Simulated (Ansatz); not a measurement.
This input was run:

```
crystal:
  lattice:
    - [3.9364041186, 0.0, 0.0]
    - [0.0, 3.9364041186, 0.0]
    - [0.0, 0.0, 3.9364041186]
  atoms:
    - { symbol: Sr, position: [0.5, 0.5, 0.5] }
    - { symbol: Ti, position: [0.0, 0.0, 0.0] }
    - { symbol: O, position: [0.5, 0.0, 0.0] }
    - { symbol: O, position: [0.0, 0.5, 0.0] }
    - { symbol: O, position: [0.0, 0.0, 0.5] }
basis:
  ecutwfc: 420
kpoints:
  mp_grid: { grid: [8, 8, 8] }
  band_path:
    path:
      - [[0.0, 0.0, 0.0], [0.0, 0.5, 0.0], [0.5, 0.5, 0.0], [0.0, 0.0, 0.0], [0.5, 0.5, 0.5], [0.0, 0.5, 0.0]]
      - [[0.5, 0.5, 0.5], [0.5, 0.5, 0.0]]
    npoints: 14
hamiltonian:
  xc: pbe
scf:
  occupations: { method: gaussian, width: 0.02 }
  n_extra_bands: 12
output:
  forces: true
  stress: true
  eigenvalues: true
  populations: true
  dos: { projected: true, de: 0.02, nscf_kmesh: { grid: [12, 12, 12] } }
  bader: true
  write_density: true
  write_potential: true
  elf: true
  volumetric_format: npy
```

Run as:
```bash
ansatz run input.yaml --threads 2 --pin off --max-ram 5120MiB --backend cpu --events-out ev --progress --plain --runs-dir out
```

What does the calculation give for the electronic structure? The path is Γ–X–M–Γ–R–X|R–M.

The material is gapped. The gap along this path is 1.84 eV and indirect, from the valence-band top at R to the conduction-band bottom at Γ; the smallest direct gap is 2.20 eV, at Γ. Three bands meet at the valence-band top at R: it is triply degenerate (spin aside). The top valence band spans 1.0 eV and the lowest conduction band 2.5 eV. The direct gaps are 2.20 eV at Γ, 2.72 eV at X and 4.34 eV at R.

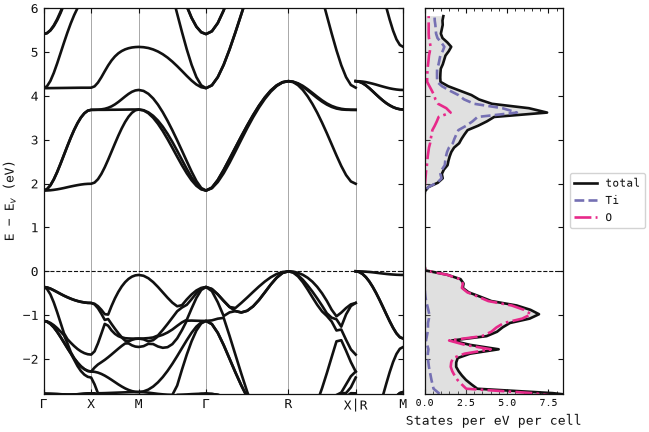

Band structure and density of states. Energies are counted from the top of the valence band. The partial curves are projected on Löwdin-orthogonalised atomic shells.
